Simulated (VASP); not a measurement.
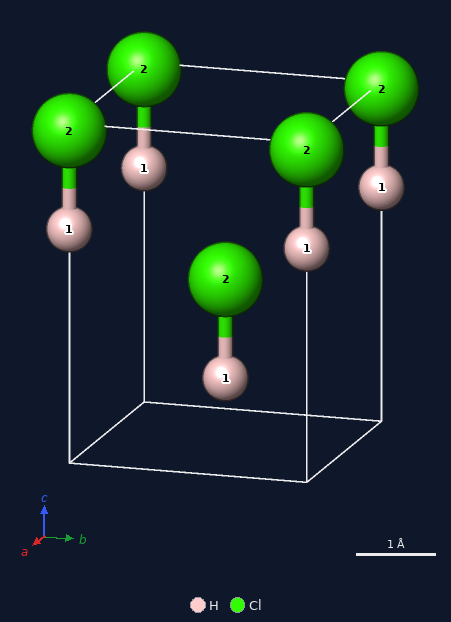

*The input geometry (ball-and-stick view of the cell 2 times as large as that of the calculation, set on its symmetry axes, seen slightly off an axis; atoms are numbered from 1 in the order of the input). An atom can appear more than once, as a periodic image.*

Near neighbours in the periodic cell (some may lie outside the picture): H has 1 Cl at 1.31 Å; Cl has 1 H at 1.31 Å.

## Run report: HCl, phonon calculation (part 1 of 2)

- system: HCl (2 atoms in the cell)
- method: Kohn-Sham DFT of a periodic cell, PBEsol, VASP PAW PBE potentials, recommended, no spin polarisation (VASP 6.6.1)

The structure derives from a Materials Project entry. It belongs to a series of runs on one base structure; here: zone-centre phonons at 14 GPa.

OSZICAR
```
N       E                     dE             d eps       ncg     rms          rms(c)
DAV:   1     0.202600035769E+02    0.20260E+02   -0.40490E+03   952   0.852E+02
DAV:   2    -0.547096678693E+01   -0.25731E+02   -0.24893E+02  1336   0.118E+02
DAV:   3    -0.593991150986E+01   -0.46894E+00   -0.46894E+00  1032   0.204E+01
DAV:   4    -0.594173859613E+01   -0.18271E-02   -0.18271E-02  1664   0.138E+00
DAV:   5    -0.594173893176E+01   -0.33563E-06   -0.33563E-06  1064   0.192E-02    0.870E+00
DAV:   6    -0.584938072100E+01    0.92358E-01   -0.15120E-01  1008   0.252E+00    0.500E+00
DAV:   7    -0.583107051319E+01    0.18310E-01   -0.10413E-01  1088   0.224E+00    0.101E+00
DAV:   8    -0.583059147494E+01    0.47904E-03   -0.74611E-03  1112   0.684E-01    0.108E-01
DAV:   9    -0.583056556198E+01    0.25913E-04   -0.22946E-04  1320   0.137E-01    0.500E-02
DAV:  10    -0.583056865726E+01   -0.30953E-05   -0.21463E-05  1112   0.370E-02    0.514E-03
DAV:  11    -0.583056884735E+01   -0.19009E-06   -0.19440E-06  1368   0.102E-02    0.827E-03
DAV:  12    -0.583056893908E+01   -0.91731E-07   -0.79280E-08  1232   0.246E-03    0.281E-03
DAV:  13    -0.583056905120E+01   -0.11212E-06   -0.87838E-08  1040   0.265E-03    0.954E-04
DAV:  14    -0.583056904985E+01    0.13586E-08   -0.24271E-09   792   0.359E-04
   1 F= -.58305690E+01 E0= -.58305690E+01  d E =-.410000E-92
 Linear response reoptimize wavefunctions
DAV:   1    -0.583056904128E+01    0.85680E-08   -0.78721E-10  1352   0.207E-04
DAV:   2    -0.583056904128E+01   -0.62528E-12   -0.26054E-12   528   0.285E-05
 Linear response G [H, r] |phi>, progress :
  Direction:   1
       N       E                     dE             d eps       ncg     rms
RMM:   1    -0.305172929950E+02   -0.30517E+02    0.20448E+01  2137   0.638E+01
RMM:   2    -0.282332513912E+02    0.22840E+01   -0.16329E+00  1627   0.120E+01
RMM:   3    -0.282496317112E+02   -0.16380E-01   -0.22572E-02  1625   0.140E+00
RMM:   4    -0.282499181211E+02   -0.28641E-03   -0.67629E-04  1716   0.203E-01
RMM:   5    -0.282499255750E+02   -0.74539E-05   -0.25047E-05  1770   0.287E-02
RMM:   6    -0.282499247340E+02    0.84102E-06   -0.24033E-06  1809   0.440E-03
RMM:   7    -0.282499245888E+02    0.14520E-06   -0.72417E-07  1774   0.743E-04
RMM:   8    -0.282499245730E+02    0.15761E-07   -0.13928E-06  1432   0.160E-04
RMM:   9    -0.282499245785E+02   -0.54321E-08   -0.49187E-07  1204   0.832E-05
RMM:  10    -0.282499245831E+02   -0.46868E-08   -0.49757E-07  1079   0.766E-05
RMM:  11    -0.282499245835E+02   -0.40411E-09   -0.11969E-06   991   0.772E-05
RMM:  12    -0.282499245834E+02    0.11281E-09    0.12444E-07   881   0.761E-05
 Linear response G [H, r] |phi>, progress :
  Direction:   2
       N       E                     dE             d eps       ncg     rms
RMM:   1    -0.327904887130E+02   -0.32790E+02    0.55811E+00  2148   0.642E+01
RMM:   2    -0.298829876503E+02    0.29075E+01   -0.16896E+00  1604   0.123E+01
RMM:   3    -0.298998919126E+02   -0.16904E-01   -0.22637E-02  1615   0.138E+00
RMM:   4    -0.299001816403E+02   -0.28973E-03   -0.71149E-04  1732   0.202E-01
RMM:   5    -0.299001894443E+02   -0.78040E-05   -0.27415E-05  1747   0.286E-02
RMM:   6    -0.299001884895E+02    0.95478E-06   -0.23429E-06  1798   0.436E-03
RMM:   7    -0.299001883360E+02    0.15350E-06    0.49173E-07  1727   0.735E-04
RMM:   8    -0.299001882833E+02    0.52646E-07    0.50089E-06  1402   0.159E-04
RMM:   9    -0.299001883232E+02   -0.39865E-07   -0.51451E-08  1182   0.818E-05
RMM:  10    -0.299001883232E+02   -0.58726E-11   -0.19722E-07  1036   0.752E-05
RMM:  11    -0.299001883232E+02   -0.35254E-10   -0.11060E-06   951   0.752E-05
RMM:  12    -0.299001883237E+02   -0.48389E-09    0.70087E-07   835   0.748E-05
 Linear response G [H, r] |phi>, progress :
  Direction:   3
       N       E                     dE             d eps       ncg     rms
RMM:   1    -0.291038082747E+02   -0.29104E+02    0.17092E+01  2167   0.604E+01
RMM:   2    -0.286433741330E+02    0.46043E+00   -0.13440E+00  1599   0.110E+01
RMM:   3    -0.286531314952E+02   -0.97574E-02   -0.21241E-02  1577   0.136E+00
RMM:   4    -0.286534144755E+02   -0.28298E-03   -0.31999E-04  1635   0.183E-01
RMM:   5    -0.286534221558E+02   -0.76803E-05   -0.12160E-05  1674   0.273E-02
RMM:   6    -0.286534223694E+02   -0.21356E-06   -0.35102E-07  1690   0.446E-03
RMM:   7    -0.286534223738E+02   -0.44785E-08   -0.20462E-07  1664   0.748E-04
RMM:   8    -0.286534223935E+02   -0.19686E-07   -0.11837E-06  1301   0.138E-04
RMM:   9    -0.286534224049E+02   -0.11402E-07   -0.81905E-07  1100   0.532E-05
RMM:  10    -0.286534224048E+02    0.74390E-10   -0.31573E-09  1022   0.449E-05
 Linear response to external field (no local field effect), progress :
  Direction:   1
       N       E                     dE             d eps       ncg     rms          rms(c)
RMM:   1    -0.163524013129E+00   -0.16352E+00   -0.51337E-01  2046   0.269E+00
RMM:   2    -0.167925904047E+00   -0.44019E-02   -0.25636E-03  1611   0.417E-01
RMM:   3    -0.167952679271E+00   -0.26775E-04   -0.39107E-05  1572   0.427E-02
RMM:   4    -0.167953439025E+00   -0.75975E-06   -0.81057E-07  1672   0.560E-03
RMM:   5    -0.167953454017E+00   -0.14992E-07   -0.28865E-08  1580   0.778E-04
RMM:   6    -0.167953454625E+00   -0.60836E-09   -0.17061E-09  1295   0.126E-04
 Linear response to external field (no local field effect), progress :
  Direction:   2
       N       E                     dE             d eps       ncg     rms          rms(c)
RMM:   1    -0.200849469961E+00   -0.20085E+00   -0.69708E-01  2011   0.283E+00
RMM:   2    -0.207452724880E+00   -0.66033E-02   -0.30932E-03  1599   0.445E-01
RMM:   3    -0.207482225981E+00   -0.29501E-04   -0.41021E-05  1591   0.461E-02
RMM:   4    -0.207482854693E+00   -0.62871E-06   -0.79005E-07  1661   0.605E-03
RMM:   5    -0.207482865870E+00   -0.11177E-07   -0.25566E-08  1582   0.820E-04
RMM:   6    -0.207482866008E+00   -0.13881E-09   -0.14988E-09  1294   0.131E-04
 Linear response to external field (no local field effect), progress :
  Direction:   3
       N       E                     dE             d eps       ncg     rms          rms(c)
RMM:   1    -0.217223957238E+00   -0.21722E+00   -0.72642E-01  1977   0.324E+00
RMM:   2    -0.220180858388E+00   -0.29569E-02   -0.25894E-03  1567   0.462E-01
RMM:   3    -0.220198497289E+00   -0.17639E-04   -0.31001E-05  1535   0.458E-02
RMM:   4    -0.220198776661E+00   -0.27937E-06   -0.52971E-07  1597   0.601E-03
RMM:   5    -0.220198781385E+00   -0.47242E-08   -0.12330E-08  1509   0.805E-04
 Linear response to external field, progress :
  Direction:   1
       N       E                     dE             d eps       ncg     rms          rms(c)
RMM:   1    -0.182186735828E+00   -0.18219E+00   -0.60523E-01  5215   0.276E+00
RMM:   2    -0.187689322175E+00   -0.55026E-02   -0.28285E-03  4097   0.431E-01    0.828E-01
RMM:   3    -0.172188378135E+00    0.15501E-01   -0.19413E-02  3781   0.888E-01    0.412E-01
RMM:   4    -0.176237372841E+00   -0.40490E-02   -0.86763E-03  4019   0.617E-01    0.161E-01
RMM:   5    -0.181283997507E+00   -0.50466E-02   -0.21706E-04  3976   0.156E-01    0.209E-02
RMM:   6    -0.181245094886E+00    0.38903E-04   -0.90871E-06  4238   0.216E-02    0.823E-03
RMM:   7    -0.181375799840E+00   -0.13070E-03   -0.20375E-06  4145   0.127E-02    0.162E-03
RMM:   8    -0.181388533916E+00   -0.12734E-04   -0.13468E-08  4226   0.322E-03    0.205E-04
RMM:   9    -0.181388670418E+00   -0.13650E-06    0.10016E-06  4381   0.690E-04    0.827E-05
RMM:  10    -0.181388230383E+00    0.44003E-06    0.49060E-07  3426   0.904E-05    0.179E-05
RMM:  11    -0.181388188016E+00    0.42367E-07   -0.11506E-08  2580   0.556E-05    0.278E-06
 Linear response to external field, progress :
  Direction:   2
       N       E                     dE             d eps       ncg     rms          rms(c)
RMM:   1    -0.182186747603E+00   -0.18219E+00   -0.60523E-01  5215   0.276E+00
RMM:   2    -0.187689335453E+00   -0.55026E-02   -0.28285E-03  4094   0.431E-01    0.828E-01
RMM:   3    -0.172188453380E+00    0.15501E-01   -0.19413E-02  3785   0.888E-01    0.412E-01
RMM:   4    -0.176237261737E+00   -0.40488E-02   -0.86744E-03  4019   0.617E-01    0.161E-01
RMM:   5    -0.181283726695E+00   -0.50465E-02   -0.21698E-04  3974   0.156E-01    0.209E-02
RMM:   6    -0.181245048456E+00    0.38678E-04   -0.90832E-06  4252   0.216E-02    0.822E-03
RMM:   7    -0.181375823842E+00   -0.13078E-03   -0.20371E-06  4162   0.127E-02    0.162E-03
RMM:   8    -0.181388544067E+00   -0.12720E-04    0.82846E-08  4218   0.322E-03    0.204E-04
RMM:   9    -0.181388663615E+00   -0.11955E-06    0.10417E-06  4414   0.691E-04    0.842E-05
RMM:  10    -0.181388230805E+00    0.43281E-06   -0.26090E-07  3412   0.907E-05    0.184E-05
RMM:  11    -0.181388232196E+00   -0.13905E-08    0.13256E-08  2606   0.547E-05    0.304E-06
 Linear response to external field, progress :
  Direction:   3
       N       E                     dE             d eps       ncg     rms          rms(c)
RMM:   1    -0.217223957238E+00   -0.21722E+00   -0.72642E-01  1977   0.324E+00
RMM:   2    -0.220180858243E+00   -0.29569E-02   -0.25894E-03  1567   0.462E-01    0.229E+00
RMM:   3    -0.185852712717E+00    0.34328E-01   -0.33510E-02  1472   0.120E+00    0.105E+00
RMM:   4    -0.189854064822E+00   -0.40014E-02   -0.10012E-02  1524   0.676E-01    0.313E-01
RMM:   5    -0.193882562165E+00   -0.40285E-02   -0.37428E-04  1523   0.180E-01    0.413E-02
RMM:   6    -0.194080037278E+00   -0.19748E-03   -0.64705E-06  1596   0.242E-02    0.266E-02
RMM:   7    -0.194532200902E+00   -0.45216E-03   -0.28919E-06  1529   0.192E-02    0.470E-03
RMM:   8    -0.194571095335E+00   -0.38894E-04   -0.16227E-07  1605   0.311E-03    0.186E-03
RMM:   9    -0.194576654186E+00   -0.55589E-05   -0.14769E-08  1634   0.101E-03    0.214E-04
RMM:  10    -0.194579418046E+00   -0.27639E-05   -0.12089E-09  1593   0.268E-04    0.580E-05
RMM:  11    -0.194579469234E+00   -0.51188E-07   -0.99246E-10   996   0.559E-05    0.176E-05
RMM:  12    -0.194579483768E+00   -0.14535E-07   -0.10147E-10   893   0.718E-05    0.214E-05
RMM:  13    -0.194579441720E+00    0.42049E-07   -0.87823E-13   266   0.337E-05    0.556E-06
 Linear response DOF=           4
 Linear response progress:
  Degree of freedom:   1/  4
       N       E                     dE             d eps       ncg     rms          rms(c)
RMM:   1    -0.137723249442E-01   -0.13772E-01   -0.30492E-03  5140   0.103E+00
RMM:   2    -0.133419578477E-01    0.43037E-03   -0.60098E-04  3854   0.227E-01    0.109E-01
RMM:   3    -0.133694007230E-01   -0.27443E-04   -0.22225E-05  4019   0.418E-02    0.643E-02
RMM:   4    -0.135112652927E-01   -0.14186E-03   -0.24599E-05  3850   0.454E-02    0.476E-03
RMM:   5    -0.135047888763E-01    0.64764E-05   -0.76348E-07  4178   0.773E-03    0.124E-03
RMM:   6    -0.135013248387E-01    0.34640E-05   -0.21919E-08  4239   0.146E-03    0.545E-04
RMM:   7    -0.134981472459E-01    0.31776E-05   -0.66506E-09  4247   0.909E-04    0.656E-05
RMM:   8    -0.134980629966E-01    0.84249E-07   -0.31731E-09  4484   0.154E-04    0.356E-05
RMM:   9    -0.134979805494E-01    0.82447E-07    0.54170E-09  4473   0.613E-05    0.546E-06
RMM:  10    -0.134979770166E-01    0.35328E-08    0.11300E-08  4543   0.162E-05    0.257E-06
 Linear response progress:
  Degree of freedom:   2/  4
       N       E                     dE             d eps       ncg     rms          rms(c)
RMM:   1    -0.150776826269E-01   -0.15078E-01    0.32687E-02  2007   0.120E+00
RMM:   2    -0.149090554790E-01    0.16863E-03   -0.66415E-04  1513   0.233E-01    0.279E-01
RMM:   3    -0.147776358672E-01    0.13142E-03   -0.26827E-04  1518   0.114E-01    0.162E-01
RMM:   4    -0.149621725363E-01   -0.18454E-03   -0.17843E-04  1479   0.979E-02    0.375E-02
RMM:   5    -0.149831625105E-01   -0.20990E-04   -0.69705E-06  1559   0.226E-02    0.283E-03
RMM:   6    -0.149832910866E-01   -0.12858E-06   -0.12738E-07  1622   0.340E-03    0.105E-03
RMM:   7    -0.149787978557E-01    0.44932E-05   -0.32764E-08  1485   0.176E-03    0.298E-04
RMM:   8    -0.149785989061E-01    0.19895E-06   -0.15464E-09  1678   0.388E-04    0.135E-04
RMM:   9    -0.149786080564E-01   -0.91504E-08   -0.67263E-10  1653   0.123E-04    0.330E-05
 Linear response progress:
  Degree of freedom:   3/  4
       N       E                     dE             d eps       ncg     rms          rms(c)
RMM:   1    -0.177805267510E+00   -0.17781E+00   -0.48480E-02  5005   0.347E+00
RMM:   2    -0.175948712609E+00    0.18566E-02   -0.20915E-03  3795   0.410E-01    0.111E-01
RMM:   3    -0.176086081655E+00   -0.13737E-03   -0.56289E-05  3973   0.709E-02    0.670E-02
RMM:   4    -0.176412225736E+00   -0.32614E-03   -0.47522E-05  4092   0.578E-02    0.900E-03
RMM:   5    -0.176419130829E+00   -0.69051E-05   -0.79780E-07  4132   0.887E-03    0.224E-03
RMM:   6    -0.176424929706E+00   -0.57989E-05   -0.22062E-08  4278   0.153E-03    0.795E-04
RMM:   7    -0.176429660170E+00   -0.47305E-05   -0.21908E-08  4031   0.822E-04    0.148E-04
RMM:   8    -0.176429200064E+00    0.46011E-06   -0.13636E-07  4323   0.204E-04    0.374E-05
RMM:   9    -0.176428525543E+00    0.67452E-06   -0.59970E-08  4109   0.657E-05    0.749E-06
RMM:  10    -0.176428608401E+00   -0.82859E-07   -0.63058E-08  4450   0.160E-05    0.367E-06
RMM:  11    -0.176428579053E+00    0.29348E-07    0.14975E-08  4044   0.860E-06    0.591E-07
RMM:  12    -0.176428573663E+00    0.53898E-08   -0.10183E-10  3486   0.482E-06    0.239E-07
 Linear response progress:
  Degree of freedom:   4/  4
       N       E                     dE             d eps       ncg     rms          rms(c)
RMM:   1    -0.176639968290E+00   -0.17664E+00    0.64158E-02  1893   0.383E+00
RMM:   2    -0.177583264995E+00   -0.94330E-03   -0.19446E-03  1523   0.424E-01    0.355E-01
RMM:   3    -0.178300499169E+00   -0.71723E-03   -0.45242E-04  1467   0.144E-01    0.172E-01
RMM:   4    -0.179065901307E+00   -0.76540E-03   -0.21272E-04  1480   0.959E-02    0.358E-02
RMM:   5    -0.178929175936E+00    0.13673E-03   -0.11952E-05  1552   0.285E-02    0.112E-02
RMM:   6    -0.178946341068E+00   -0.17165E-04   -0.35011E-07  1600   0.492E-03    0.453E-03
RMM:   7    -0.178934333466E+00    0.12008E-04   -0.51883E-08  1569   0.202E-03    0.666E-04
RMM:   8    -0.178940555795E+00   -0.62223E-05   -0.85291E-09  1567   0.673E-04    0.165E-04
RMM:   9    -0.178940239609E+00    0.31619E-06   -0.19764E-09  1603   0.169E-04    0.602E-05
RMM:  10    -0.178939692812E+00    0.54680E-06    0.32183E-09  1670   0.621E-05    0.567E-06
RMM:  11    -0.178939775480E+00   -0.82669E-07   -0.12479E-08  1705   0.121E-05    0.254E-06
RMM:  12    -0.178939777770E+00   -0.22893E-08    0.91831E-09  1438   0.479E-06    0.156E-06
 Linear response finished
```

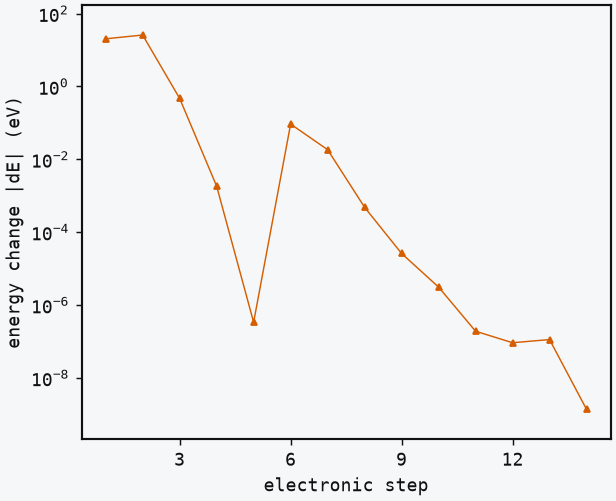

*Convergence of the self-consistent field: energy change |dE| against the electronic step.*

It takes 14 electronic steps. The density is held fixed in the first few steps, and dE rises again when its update begins.

Parts of OUTCAR
```
PREC = Accurate
   ENCUT = 520
   EDIFF = 1E-8
   ISMEAR = 0
   LREAL = False
   LASPH = True
   NELM = 100
   ISIF = 2
   GGA = PS
   IBRION = 8
   NSW = 1
   LEPSILON = True

 ion  position               nearest neighbor table
   1  0.689  0.689  0.000-   2 1.31
   2  0.979  0.979  0.000-   1 1.31

  LATTYP: Found a body centered tetragonal cell.
 ALAT       =     3.1869941164
 C/A-ratio  =     1.4124022605

  Lattice vectors:

 A1 = (  -1.5934970582,   1.5934970595,   2.2506588471)
 A2 = (   1.5934970582,  -1.5934970595,   2.2506588471)
 A3 = (   1.5934970582,   1.5934970595,  -2.2506588471)

Analysis of symmetry for initial positions (statically):
=====================================================================
 Subroutine PRICEL returns:
 Original cell was already a primitive cell.

 Routine SETGRP: Setting up the symmetry group for a
 body centered tetragonal supercell.

 Subroutine GETGRP returns: Found  8 space group operations
 (whereof  8 operations were pure point group operations)
 out of a pool of 16 trial point group operations.

The static configuration has the point symmetry C_4v.

Analysis of symmetry for dynamics (positions and initial velocities):
=====================================================================
 Subroutine PRICEL returns:
 Original cell was already a primitive cell.

 Routine SETGRP: Setting up the symmetry group for a
 body centered tetragonal supercell.

 Subroutine GETGRP returns: Found  8 space group operations
 (whereof  8 operations were pure point group operations)
 out of a pool of 16 trial point group operations.

The dynamic configuration has the point symmetry C_4v.

 Subroutine INISYM returns: Found  8 space group operations
 (whereof  8 operations are pure point group operations),
 and found     1 'primitive' translations

----------------------------------------------------------------------------------------

                                     Primitive cell

  volume of cell :      22.8598

  direct lattice vectors                    reciprocal lattice vectors
    -1.593497058  1.593497059  2.250658847     0.000000000  0.313775289  0.222157170
     1.593497058 -1.593497059  2.250658847     0.313775289  0.000000000  0.222157170
     1.593497058  1.593497059 -2.250658847     0.313775289  0.313775289  0.000000000

  length of vectors
     3.184953846  3.184953846  3.184953846     0.384459023  0.384459023  0.443745269

  position of ions in fractional coordinates (direct lattice)
     0.688838764  0.688838764  0.000000000
     0.979161236  0.979161236  0.000000000

  ion indices of the primitive-cell ions
   primitive index   ion index
                 1           1
                 2           2

----------------------------------------------------------------------------------------

 KPOINTS: Automatic mesh

Automatic generation of k-mesh.
 Grid dimensions read from file:
 generate k-points for:    8    8    8

 Generating k-lattice:

  Cartesian coordinates                     Fractional coordinates (reciprocal lattice)
     0.000000000  0.039221911  0.027769646     0.125000000  0.000000000  0.000000000
     0.039221911  0.000000000  0.027769646     0.000000000  0.125000000  0.000000000
     0.039221911  0.039221911  0.000000000     0.000000000  0.000000000  0.125000000

  Length of vectors
     0.048057378  0.048057378  0.055468159

  Shift w.r.t. Gamma in fractional coordinates (k-lattice)
     0.000000000  0.000000000  0.000000000

 Subroutine IBZKPT returns following result:
 ===========================================

 Found     59 irreducible k-points:
```
